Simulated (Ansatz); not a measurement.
# AlAs: single-point calculation

AlAs (32 atoms in the cell), computed with DFT PBE, scalar-relativistic, plane waves, PAW, no spin polarisation (Ansatz 0.2.0).

The structure derives from a Materials Project entry. It belongs to a series of runs on one base structure; here: the perfect crystal in a cell of 32 atoms.

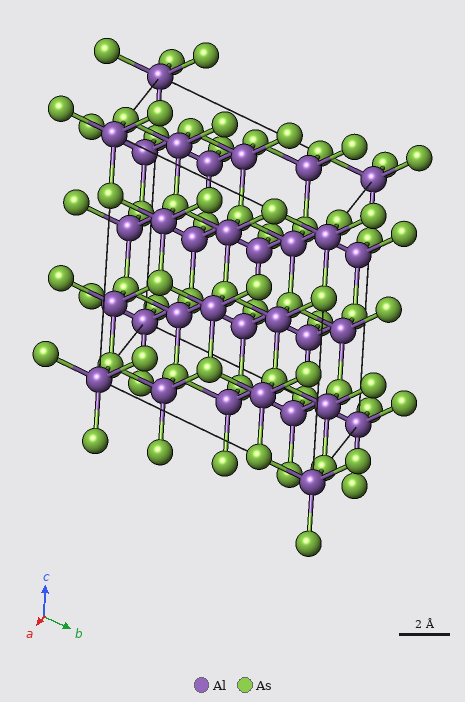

**Figure 1.** The input geometry (ball-and-stick view of the cell of the calculation, seen slightly off an axis; bonded neighbours outside the cell are drawn too). An atom can appear more than once, as a periodic image. Near neighbours in the periodic cell (some may lie outside the picture): Al has 4 As at 2.48 Å; As has 4 Al at 2.48 Å.

Key numbers

```json
{"quantity": "outcome", "value": "converged"}
{"quantity": "space group (tolerance 0.01 Å)", "value": "F-43m (216)"}
{"quantity": "electrons treated", "value": "288"}
{"quantity": "free energy", "value": "−86313.8511 eV"}
{"quantity": "Fermi energy", "value": "6.659 eV"}
{"quantity": "gap on the k-point mesh", "value": "2.27 eV"}
{"quantity": "pressure", "value": "0.04 GPa"}
{"quantity": "largest force (length of the vector)", "value": "under 0.001 eV/Å"}
{"quantity": "hardware", "value": "4 threads of Intel Xeon (Granite Rapids), 32 GiB of memory available, shared host"}
{"quantity": "wall time", "value": "5.6 s (CPU time 21 s)"}
{"quantity": "peak memory", "value": "1.6 GiB"}
```

Input
```yaml
crystal:
  lattice:
    - [-5.727912321, -5.727912321, 5.727912321]
    - [5.727912321, 5.727912321, 5.727912321]
    - [-5.727912321, 5.727912321, -5.727912321]
  atoms:
    - { symbol: Al, position: [0.75, 0.5, 0.75] }
    - { symbol: Al, position: [0.0, 0.5, 0.5] }
    - { symbol: Al, position: [0.75, 0.75, 0.5] }
    - { symbol: Al, position: [0.25, 0.5, 0.25] }
    - { symbol: Al, position: [0.0, 0.75, 0.25] }
    - { symbol: Al, position: [0.75, 0.0, 0.25] }
    - { symbol: Al, position: [0.5, 0.5, 0.0] }
    - { symbol: Al, position: [0.25, 0.75, 0.0] }
    - { symbol: Al, position: [0.0, 0.0, 0.0] }
    - { symbol: Al, position: [0.75, 0.25, 0.0] }
    - { symbol: Al, position: [0.5, 0.75, 0.75] }
    - { symbol: Al, position: [0.25, 0.0, 0.75] }
    - { symbol: Al, position: [0.0, 0.25, 0.75] }
    - { symbol: Al, position: [0.5, 0.0, 0.5] }
    - { symbol: Al, position: [0.25, 0.25, 0.5] }
    - { symbol: Al, position: [0.5, 0.25, 0.25] }
    - { symbol: As, position: [0.0, 0.75, 0.0] }
    - { symbol: As, position: [0.25, 0.75, 0.75] }
    - { symbol: As, position: [0.0, 0.0, 0.75] }
    - { symbol: As, position: [0.5, 0.75, 0.5] }
    - { symbol: As, position: [0.25, 0.0, 0.5] }
    - { symbol: As, position: [0.0, 0.25, 0.5] }
    - { symbol: As, position: [0.75, 0.75, 0.25] }
    - { symbol: As, position: [0.5, 0.0, 0.25] }
    - { symbol: As, position: [0.25, 0.25, 0.25] }
    - { symbol: As, position: [0.0, 0.5, 0.25] }
    - { symbol: As, position: [0.75, 0.0, 0.0] }
    - { symbol: As, position: [0.5, 0.25, 0.0] }
    - { symbol: As, position: [0.25, 0.5, 0.0] }
    - { symbol: As, position: [0.75, 0.25, 0.75] }
    - { symbol: As, position: [0.5, 0.5, 0.75] }
    - { symbol: As, position: [0.75, 0.5, 0.5] }
basis:
  ecutwfc: 420
  xc_grid: 2
kpoints:
  mp_grid: { grid: [2, 2, 2], shift: [0.5, 0.5, 0.5] }
hamiltonian:
  xc: pbe
scf:
  occupations: { method: gaussian, width: 0.01 }
output:
  forces: true
  stress: true
  eigenvalues: true
  write_density: true
  write_potential: true
  elf: true
  volumetric_format: npy
```

Launch command:
```bash
ansatz run input.yaml --threads 4 --pin off --max-ram 10240MiB --backend cpu --events-out ev --progress --plain --runs-dir out
```

Log
```
Engine: ansatz 0.2.0, x86_64-unknown-linux-gnu
Pseudopotentials: kind: paw
Pseudopotential: Al, paw, valence charge 3, recommended cutoff 420 eV (normal), Al.paw.azcp
Pseudopotential: As, paw, valence charge 15, recommended cutoff 420 eV (normal), As.paw.azcp
Functional definition: PBE
  parameter kappa = 0.804
  parameter beta = 0.06672455060314922
  exchange = pbe_x(kappa = kappa, mu = beta*pi^2/3)
  correlation = pbe_c(beta = beta)
Crystal: 32 atoms, lattice volume = 751.708 Å³
Basis set: ecut = 420 eV, 14771 PW (Γ), exchange–correlation on 144×144×144 points (8 copies of the dense FFT grid, shifted against one another)
Bands: 176, of which v1, the nominal top of the filled ones, is band 144 counted from 1 (143 counted from 0)
Symmetry: 384 space group operations
Space group: F-43m (ITA 216), of the structure as read, at distance tolerance 9.1e-5 Å
k-points: 2 of 8 (time reversal used)
Non-local potential: Al, projectors of the file, l = 0: 2, l = 1: 2, l = 2: 1
Non-local potential: As, projectors of the file, l = 0: 2, l = 1: 2, l = 2: 3, l = 3: 1
PAW form: soft (Blöchl's): semilocal exchange-correlation on the pseudo side does not see the compensation charge
PAW one-centre angular grid: Al, 110 points (default); XC on 64 Gauss nodes
PAW one-centre angular grid: As, 590 points (default); XC on 64 Gauss nodes
Initial density: superposition of atomic densities (neutral atoms: chi_scale 0, normalization atom), corrected by the library's trained network
Initial wavefunctions: pseudopotential atomic-orbital guess
Functional: x = pbe(κ = 0.804, μ = 0.2195149727645171), c = pbe(β = 0.06672455060314922)
SCF iter   1: F=—  HF=-86313.865221 eV  |F-HF|=—  |Δ(HF+E_count)|=         —  Δρ=1.77e-3  dr2=4.53e-2  ethr=1.77e-3  ⟨swp⟩=6.5  Hψ=1348  notcnv=0  defer=2
preconditioner: auto → Resta (q_TF=auto, 2.325 Å⁻¹)  ε∞=4.4  [insulator: Δε(μ)=2.244 eV  Ē_g=8.279 eV  σ=0.010 eV  W_gap=1.00  n_scr=140 (ndim 8)  ℏωp=15.3 eV  f_vac=0.008  D(μ)=0.00/eV (n_scr^D=0)  ε∞_Penn≈4.4]
SCF iter   2: F=—  HF=-86313.852773 eV  |F-HF|=—  |Δ(HF+E_count)|=   1.24e-2  Δρ=9.20e-4  dr2=1.24e-2  ethr=1.57e-5  ⟨swp⟩=2.0  Hψ=466  notcnv=0  defer=40
SCF iter   3: F=—  HF=-86313.851001 eV  |F-HF|=—  |Δ(HF+E_count)|=   1.77e-3  Δρ=2.02e-4  dr2=4.76e-4  ethr=4.30e-6  ⟨swp⟩=2.0  Hψ=464  notcnv=0  defer=40
SCF iter   4: F=—  HF=-86313.851418 eV  |F-HF|=—  |Δ(HF+E_count)|=   4.17e-4  Δρ=8.13e-5  dr2=8.64e-5  ethr=1.65e-7  ⟨swp⟩=2.0  Hψ=600  notcnv=0  defer=40
SCF iter   5: F=—  HF=-86313.851138 eV  |F-HF|=—  |Δ(HF+E_count)|=   2.80e-4  Δρ=3.79e-5  dr2=1.48e-5  ethr=3.00e-8  ⟨swp⟩=2.0  Hψ=600  notcnv=0  defer=40
SCF iter   6: F=—  HF=-86313.851055 eV  |F-HF|=—  |Δ(HF+E_count)|=   8.28e-5  Δρ=1.03e-5  dr2=7.01e-7  ethr=5.13e-9  ⟨swp⟩=2.0  Hψ=600  notcnv=0  defer=40
SCF iter   7: F=-86313.851056 eV  HF=-86313.851056 eV  |F-HF|=3.45e-8  |Δ(HF+E_count)|=   9.61e-7  Δρ=1.40e-6  dr2=1.51e-8  ethr=3.47e-11  ⟨swp⟩=14.5  Hψ=2859  notcnv=0
SCF 1 converged in 7 iterations: F = -86313.851056 eV  dr2 = 1.51e-8
  greatest PAW one-centre occupation: 0.999 electrons in one spin orbital (limit 2), on the As atom at site 31 (counted from 0), in its partial waves of l = 2
```

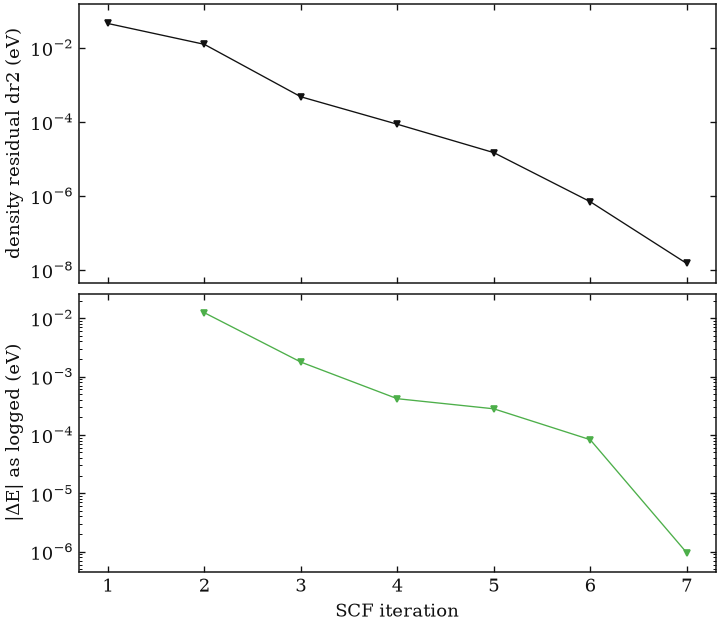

**Figure 2.** Convergence of the self-consistent field: density residual dr2 and size of the energy change against the SCF iteration. The residual falls at every step.

```
SCF converged after 7 iterations
Free energy (F): -86313.851056 eV
Harris-Foulkes:  -86313.851056 eV  (|F-HF|=3.45e-8)
Internal energy: -86313.851056 eV  (E = F + TS)
E sigma→0 (E₀):  -86313.851056 eV
Fermi energy:    6.659280 eV
--- Per-component energies (eV) ---
  E_band       = -4360.200234
  E_kinetic    = 2012.692679
  E_local      = -34253.341295  (includes V_loc(G=0)·N_el)
  E_nonlocal   = -10560.739095
  E_hartree    = 18262.830284
  E_xc         = -1898.356899
  E_vxc        = -1725.526010  (∫ρ·V_xc dr)
  E_paw        = -36848.575508  (= ΣΔE_a)
  E_vpaw       = 3641.039324  (= ΣTr[D̂ρ^β])
  E_aug_tail   = 0.000107  (compensation charges beyond the density's cutoff)
  E_ewald      = -23028.361329
  E_smearing   = -0.000000  (= −TS)
  E_closure    = 0.000000  (closes the sum)
  Σ components = -86313.851056   (vs F -86313.851056, Δ=0.00e0)
--- Forces (eV/Å), atoms counted from 1 ---
  atom   1  Al     0.00000000    -0.00000000    -0.00000000
  atom   2  Al    -0.00000000    -0.00000000    -0.00000000
  atom   3  Al     0.00000000    -0.00000000    -0.00000000
  atom   4  Al    -0.00000000     0.00000000    -0.00000000
  atom   5  Al    -0.00000000    -0.00000000    -0.00000000
  atom   6  Al    -0.00000000    -0.00000000    -0.00000000
  atom   7  Al    -0.00000000    -0.00000000    -0.00000000
  atom   8  Al    -0.00000000    -0.00000000    -0.00000000
  atom   9  Al    -0.00000000    -0.00000000    -0.00000000
  atom  10  Al    -0.00000000    -0.00000000     0.00000000
  atom  11  Al    -0.00000000    -0.00000000    -0.00000000
  atom  12  Al    -0.00000000    -0.00000000     0.00000000
  atom  13  Al    -0.00000000    -0.00000000    -0.00000000
  atom  14  Al    -0.00000000     0.00000000    -0.00000000
  atom  15  Al    -0.00000000    -0.00000000     0.00000000
  atom  16  Al    -0.00000000    -0.00000000    -0.00000000
  atom  17  As     0.00000000     0.00000000     0.00000000
  atom  18  As     0.00000000     0.00000000     0.00000000
  atom  19  As     0.00000000     0.00000000     0.00000000
  atom  20  As     0.00000000     0.00000000     0.00000000
  atom  21  As     0.00000000    -0.00000000     0.00000000
  atom  22  As     0.00000000     0.00000000     0.00000000
  atom  23  As     0.00000000     0.00000000     0.00000000
  atom  24  As     0.00000000    -0.00000000     0.00000000
  atom  25  As     0.00000000     0.00000000     0.00000000
  atom  26  As     0.00000000     0.00000000     0.00000000
  atom  27  As     0.00000000     0.00000000     0.00000000
  atom  28  As     0.00000000     0.00000000     0.00000000
  atom  29  As     0.00000000     0.00000000     0.00000000
  atom  30  As     0.00000000     0.00000000     0.00000000
  atom  31  As     0.00000000     0.00000000     0.00000000
  atom  32  As     0.00000000     0.00000000     0.00000000
  max |Σ_I F_I| component: 1.70e-26 eV/Å
--- Stress (GPa, compression-positive) ---
        0.043316      -0.000000       0.000000
        0.000000       0.043316       0.000000
       -0.000000      -0.000000       0.043316
  P = ⅓ Tr σ = 0.0433 GPa (0.433 kbar)
--- Band table (eV) ---
  k-point 0: bands = ["-28.3838", "-28.3838", "-28.3838", "-28.3838", "-28.3838", "-28.3838", "-28.3838", "-28.3838", "-28.3838", "-28.3838", "-28.3838", "-28.3838", "-28.3836", "-28.3836", "-28.3836", "-28.3836", "-28.3833", "-28.3833", "-28.3833", "-28.3833", "-28.3833", "-28.3833", "-28.3833", "-28.3833", "-28.3827", "-28.3827", "-28.3827", "-28.3827", "-28.3827", "-28.3827", "-28.3827", "-28.3827", "-28.3827", "-28.3827", "-28.3827", "-28.3827", "-28.3825", "-28.3825", "-28.3825", "-28.3825",
      "-28.3825", "-28.3825", "-28.3825", "-28.3825", "-28.3825", "-28.3825", "-28.3825", "-28.3825", "-28.3745", "-28.3745", "-28.3745", "-28.3745", "-28.3745", "-28.3745", "-28.3745", "-28.3745", "-28.3745", "-28.3745", "-28.3745", "-28.3745", "-28.3743", "-28.3743", "-28.3743", "-28.3743", "-28.3743", "-28.3743", "-28.3743", "-28.3743", "-28.3739", "-28.3739", "-28.3739", "-28.3739", "-28.3739", "-28.3739", "-28.3739", "-28.3739", "-28.3739", "-28.3739", "-28.3739", "-28.3739",
      "-5.1349", "-5.1349", "-5.1349", "-5.1349", "-4.1292", "-4.1292", "-4.1292", "-4.1292", "-4.1292", "-4.1292", "-4.1292", "-4.1292", "-4.1292", "-4.1292", "-4.1292", "-4.1292", "1.0594", "1.0594", "1.0594", "1.0594", "1.0594", "1.0594", "1.0594", "1.0594", "1.0594", "1.0594", "1.0594", "1.0594", "2.6685", "2.6685", "2.6685", "2.6685", "3.3638", "3.3638", "3.3638", "3.3638", "3.3638", "3.3638", "3.3638", "3.3638",
      "3.3638", "3.3638", "3.3638", "3.3638", "4.4355", "4.4355", "4.4355", "4.4355", "4.4355", "4.4355", "4.4355", "4.4355", "4.4355", "4.4355", "4.4355", "4.4355", "5.5253", "5.5253", "5.5253", "5.5253", "5.5253", "5.5253", "5.5253", "5.5253", "8.4592", "8.4592", "8.4592", "8.4592", "8.5529", "8.5529", "8.5529", "8.5529", "8.5529", "8.5529", "8.5529", "8.5529", "8.5529", "8.5529", "8.5529", "8.5529",
      "10.8439", "10.8439", "10.8439", "10.8439", "10.8439", "10.8439", "10.8439", "10.8439", "11.0603", "11.0603", "11.0603", "11.0603", "11.0603", "11.0603", "11.0603", "11.0603"]
  k-point 1: bands = ["-28.3843", "-28.3841", "-28.3841", "-28.3838", "-28.3838", "-28.3838", "-28.3838", "-28.3838", "-28.3835", "-28.3835", "-28.3834", "-28.3834", "-28.3834", "-28.3834", "-28.3834", "-28.3834", "-28.3834", "-28.3834", "-28.3831", "-28.3831", "-28.3831", "-28.3831", "-28.3830", "-28.3830", "-28.3830", "-28.3830", "-28.3830", "-28.3830", "-28.3830", "-28.3830", "-28.3829", "-28.3829", "-28.3829", "-28.3829", "-28.3829", "-28.3829", "-28.3829", "-28.3829", "-28.3824", "-28.3824",
      "-28.3824", "-28.3824", "-28.3824", "-28.3824", "-28.3824", "-28.3824", "-28.3821", "-28.3821", "-28.3747", "-28.3747", "-28.3747", "-28.3745", "-28.3745", "-28.3745", "-28.3745", "-28.3744", "-28.3744", "-28.3744", "-28.3744", "-28.3744", "-28.3742", "-28.3742", "-28.3742", "-28.3742", "-28.3742", "-28.3742", "-28.3742", "-28.3742", "-28.3742", "-28.3740", "-28.3740", "-28.3740", "-28.3740", "-28.3740", "-28.3740", "-28.3740", "-28.3740", "-28.3737", "-28.3737", "-28.3737",
      "-5.4886", "-4.7992", "-4.7992", "-4.7992", "-4.7992", "-4.3838", "-4.3838", "-4.3838", "-4.3838", "-4.2294", "-3.9945", "-3.9945", "-3.9945", "-3.9945", "-3.8188", "-3.8188", "0.8260", "0.8260", "0.9536", "0.9536", "0.9536", "0.9536", "1.1063", "1.1063", "1.1063", "1.1063", "1.3355", "2.2819", "2.2819", "2.2819", "2.2819", "2.7803", "2.7803", "2.7803", "2.7803", "3.4052", "3.4052", "3.5566", "3.5566", "4.1077",
      "4.1077", "4.1143", "4.1143", "4.1143", "4.1143", "4.1816", "4.1816", "4.1816", "4.1816", "4.2093", "4.2093", "4.2093", "4.2093", "4.5877", "5.0474", "5.0474", "5.0474", "5.0474", "5.1548", "5.1548", "5.1548", "5.1548", "5.5109", "5.5109", "7.7932", "8.5109", "8.5109", "8.6768", "8.8914", "8.8914", "8.8914", "8.8914", "9.2010", "9.3505", "9.3505", "9.5509", "9.5509", "9.5509", "9.5509", "9.6041",
      "9.6253", "9.6253", "9.6253", "9.6253", "10.0913", "10.0913", "10.0913", "10.0913", "10.5794", "10.5794", "10.5794", "10.5794", "11.0052", "11.0052", "11.0844", "11.0844"]
```

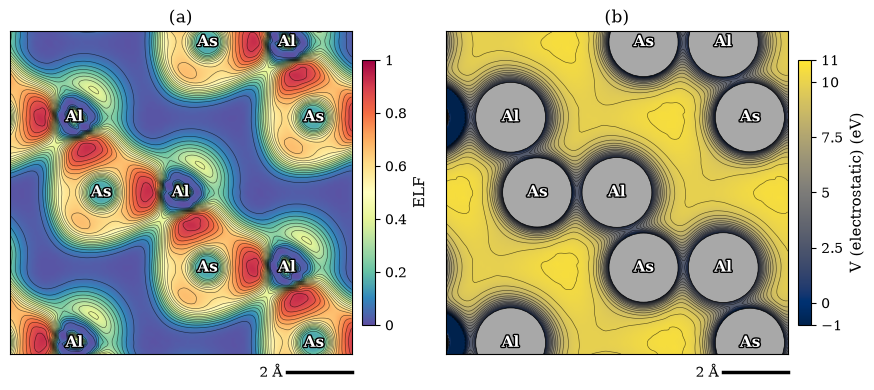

**Figure 3.** (a) electron localisation function; (b) electrostatic potential energy of an electron on the (010) plane of the calculation cell. Grey discs, where drawn, cover atomic cores. Atoms in the plane: Al and As. Al–As (2.48 Å): the ELF peaks at about 0.90 between the atoms, which marks localised, shared-pair bonding. Outside the cores the potential energy rises away from the atoms and is highest about 2.3 Å from the nearest atoms; outside the discs it spans about 11 eV, and its zero is arbitrary. In a PAW calculation such maps are meaningful between the atoms, not at the nuclei.

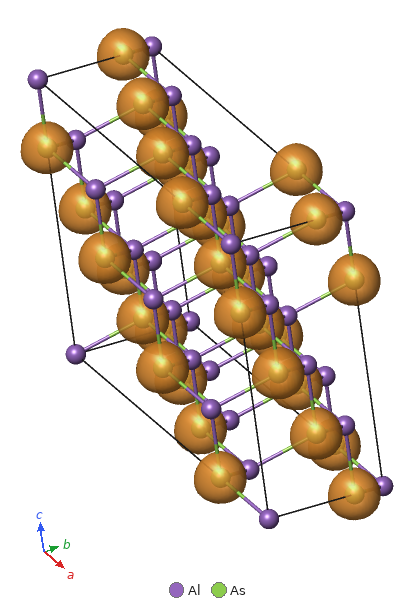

**Figure 4.** Isosurface of the valence charge density (pseudo) at 0.8 e/Å³ (orange), seen slightly off an axis. Sticks mark near contacts. The outline is the calculation cell. At this value the density breaks into separate islands; it holds about 60 % of the electrons treated as valence. It is pinched off along the Al–As (2.48 Å) contacts. On the grid the lowest density along these lines, outside the cores, is 0.34 e/Å³ (Al–As, 2.48 Å).
